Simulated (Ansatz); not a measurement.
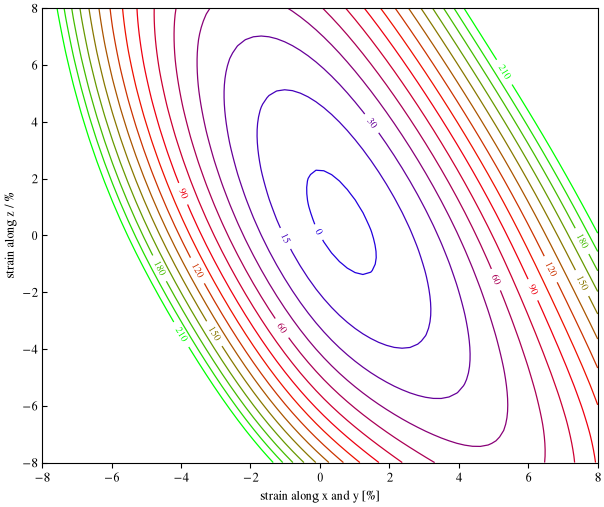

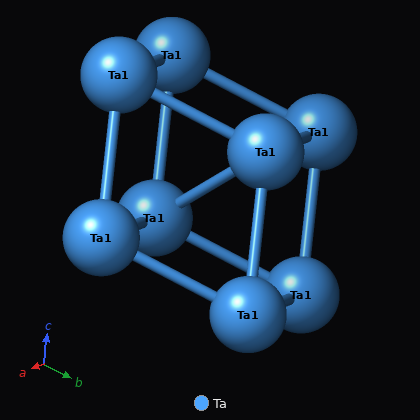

Energy landscape of Ta (Im-3m, No. 229; 1 atom in the cell). 
- The cell is strained homogeneously, by one strain along x and y and another along z, with fractional coordinates fixed (x, y and z along the cube axes).
- First axis: strain along x and y. Second axis: strain along z.
- Grid: 5 × 5 points.
- Points are written as (first, second).
- Energies: meV/atom, counted from the lowest grid point.
- The reference cell is the one listed in the database, not relaxed at this level.
- These are results of DFT PBE, scalar-relativistic, plane waves, PAW (Ansatz), not measurements. Settings: cutoff 420 eV, k-mesh 20×20×20, gaussian smearing 0.15 eV, no spin polarisation.

Drawn: contour lines labelled in meV/atom (none above 210). Between grid points the surface is interpolated. The second picture is the structure at the lowest point

> Describe this landscape.

The lowest grid point is at (0 %, 0 %). No other kind of well shows on this grid. The highest grid point, (−8 %, −8 %), lies 911 meV/atom above the lowest. Round the minimum the valley is strongly tilted: raising strain along x and y shifts the best value of strain along z downwards (coupling k₁₂/√(k₁₁k₂₂) about 0.7).

The values on the grid:

```tsv
strain along z ↓, strain along x and y →	−8	−4	0	4	8
8	246	57	58	202	451
4	321	65	10	107	317
0	448	118	0	45	208
−4	639	228	42	26	130
−8	911	411	145	53	92
```
